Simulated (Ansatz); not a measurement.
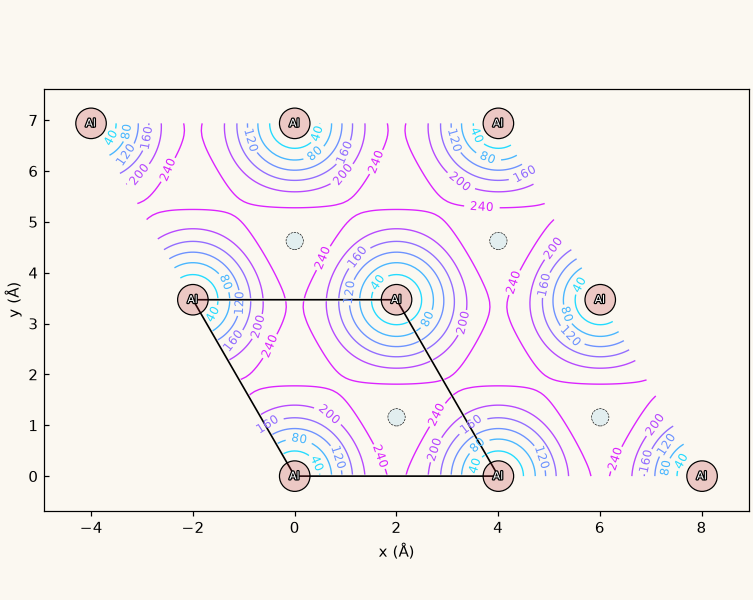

Energy landscape of H on an AlAs(111) slab cut from the F-43m phase, its upper half relaxed before the scan (4 atoms of substrate and one adsorbate in a 1 × 1 cell). H is moved over the surface cell at a fixed height above a rigid substrate; the origin of the map has the adsorbate above Al4; the height is held at 2.80 Å. Places are given modulo a cell vector. The map is drawn in real space over the plane of the surface. Grid: 9 × 9 points; 19 points were computed and 62 follow by symmetry. Energies are in meV, from the lowest grid point. With one adsorbate in each 1 × 1 cell, its nearest image is 4.0 Å away, so neighbouring adsorbates interact. At a fixed height the lowest place need not be the adsorption site. All numbers below come from DFT PBE+D3(BJ), scalar-relativistic, plane waves, PAW in Ansatz. Settings: cutoff 420 eV, k-mesh 9×9×1, gaussian smearing 0.05 eV, spin-polarised.

The picture shows contour lines labelled in meV, labelled circles for the atoms of the top layer and small ones for the second layer, the outline of one cell of the 2 × 2 shown. Between grid points the surface is interpolated. 

Q: Where are the wells?

A: The lowest grid point is at the top site over a surface Al atom, (0/9, 0/9) of the cell vectors. It is the only kind of minimum in the scanned range. The highest grid point, a threefold hollow over a second-layer As atom, (6/9, 3/9) of the cell vectors, lies 269 meV above the lowest. On the interpolated surface the easiest way out of the lowest well to its copy in the next cell or period passes a barrier of about 240 meV. At the lowest point the adsorbate has 1 Al at 2.80 Å as nearest neighbours, at the highest 1 As at 3.38 Å.

The input of one point:

```yaml
crystal:
  lattice:
    - [4.0049767175, 0.0, 0.0]
    - [-2.0024883587, 3.4684115789, 0.0]
    - [0.0, 0.0, 21.44657271]
  atoms:
    - { symbol: As, position: [0.0, 0.0, 0.1865099871] }
    - { symbol: Al, position: [0.3333333333, 0.6666666667, 0.2246285463] }
    - { symbol: As, position: [0.3333333333, 0.6666666667, 0.3480331002] }
    - { symbol: Al, position: [0.6666666667, 0.3333333333, 0.3751915431] }
    - { symbol: H, position: [0.6666666667, 0.3333333333, 0.5057485341], spin: 1.0 }
basis:
  ecutwfc: 420
kpoints:
  mp_grid: { grid: [9, 9, 1] }
hamiltonian:
  xc: pbe
  pseudopotentials: { kind: paw, azcp: { folder: soft_1 } }
  dispersion: d3bj
scf:
  occupations: { method: gaussian, width: 0.05 }
output:
  forces: true
  eigenvalues: true
  populations: true
magnetization:
  spin_polarized: true
efield:
  axis: 3
  dipole_correction: true
  ramp_width: 0.04
```

Each point was launched as `ansatz run input.yaml --threads 1 --pin off --max-ram 3072MiB --backend cpu --events-out ev --progress --plain --runs-dir out`. Time for the 19 points that were run: 53 min on 1 thread of Arm Neoverse N1 (shared host).
